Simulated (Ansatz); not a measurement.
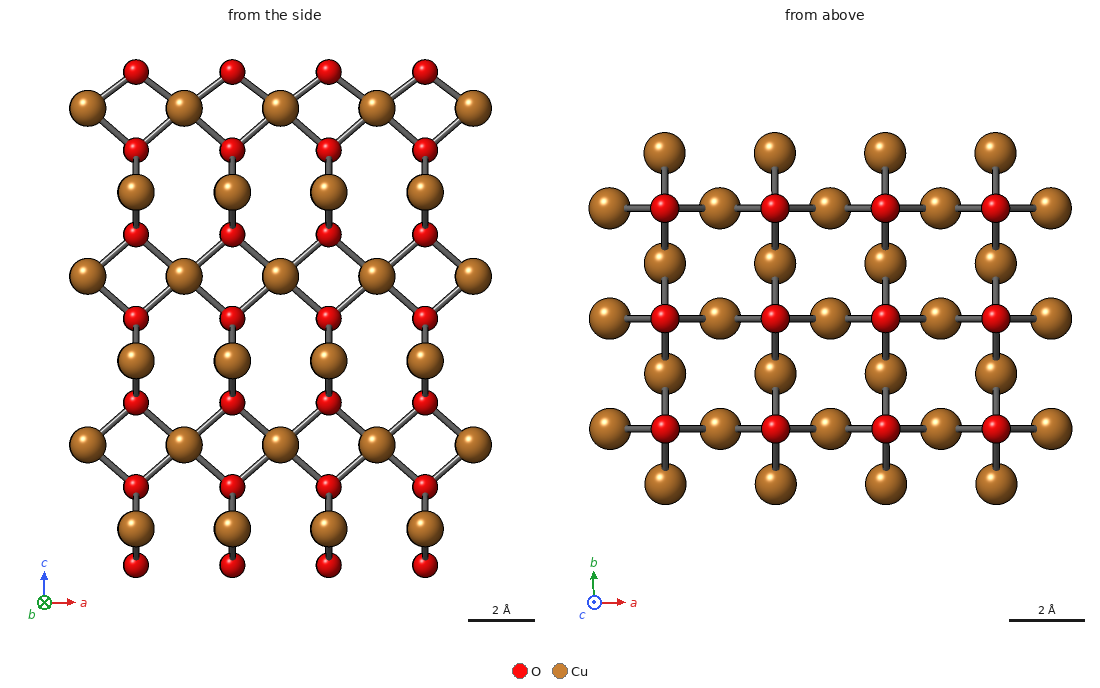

A ball-and-stick picture of a periodic slab, seen from the side and from above. The surface normal points up in side views; the vacuum is left out. 4×3 cells are drawn in the plane, with atoms at the edges repeated.

The cell holds 6 Cu, 7 O. The slab was cut from bulk CuO (Cccm).

Q: How is each face terminated?

A: The top face ends in O, the bottom face in O. The two faces are alike.

Q: Estimate the thickness.

A: About 15 Å from the lowest to the highest atom.

Q: State the number of planes and their content from above.

A: 13 planes: O / Cu / O / Cu / O / Cu / O / Cu / O / Cu / O / Cu / O.

Q: Name the surface by its Miller indices.

A: (0 0 1).

Provenance: a structure listed in the Materials Project, from which a slab was cut. The atoms were relaxed in a fixed cell with DFT PBE, scalar-relativistic, plane waves, PAW in Ansatz.
